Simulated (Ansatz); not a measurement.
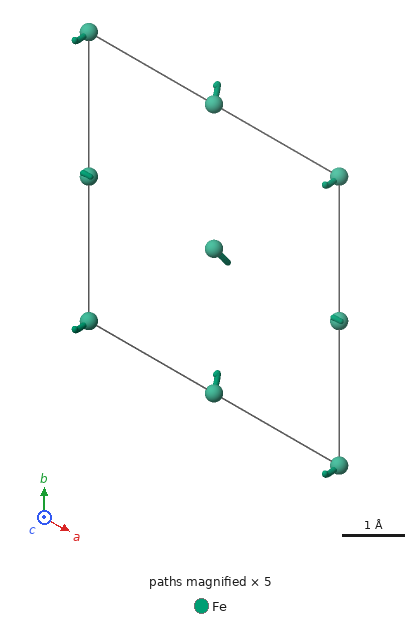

Molecular dynamics of a 4-atom cell of Fe (set up in Im-3m), 45 fs long. Dots mark each atom's position at evenly spaced times, in the colour of its element; spheres stand at the starting positions. The excursions are magnified 5 times. Seen along the c axis in the simulation cell.

Computed with DFT, PBE, PAW with Ansatz's default frozen-core files, scalar-relativistic (Ansatz 0.2.0). Run with plane-wave cutoff 420 eV; k-point mesh 5 × 5 × 9; Fermi-Dirac smearing 0.08 eV; spin collinear; constant energy (NVE); velocities drawn for 300 K; time step 1.5 fs.

Input
```yaml
crystal:
  lattice:
    - [-2.886, 2.886, 2.886]
    - [2.886, -2.886, 2.886]
    - [1.443, 1.443, -1.443]
  atoms:
    - { symbol: Fe, position: [0.0, 0.0, 0.0], spin: 3.0 }
    - { symbol: Fe, position: [0.0, 0.5, 0.0], spin: 3.0 }
    - { symbol: Fe, position: [0.5, 0.0, 0.0], spin: 3.0 }
    - { symbol: Fe, position: [0.5, 0.5, 0.0], spin: 3.0 }
magnetization:
  spin_polarized: true
kpoints:
  mp_grid: { grid: [5, 5, 9] }
scf:
  occupations: { method: fermi_dirac, width: 0.08 }
hamiltonian:
  xc: pbe
  pseudopotentials: { kind: paw }
output:
  forces: true
  stress: true
md:
  timestep: 1.5
  n_steps: 30
  ensemble: nve
  temperature: 300
  initial_velocities: maxwell_boltzmann
  seed: 792998
```

Launched with:
```bash
ansatz run input.yaml --threads 2 --pin off --max-ram 6144MiB --backend cpu --events-out ev --progress --plain --runs-dir out
```

### How do the atoms move?

In the second half of the run the atoms are, in the root-mean-square, this far from where they began (common drift taken out): Fe 0.07 Å. The run lasts only 45 fs, too short to tell vibration from diffusion.
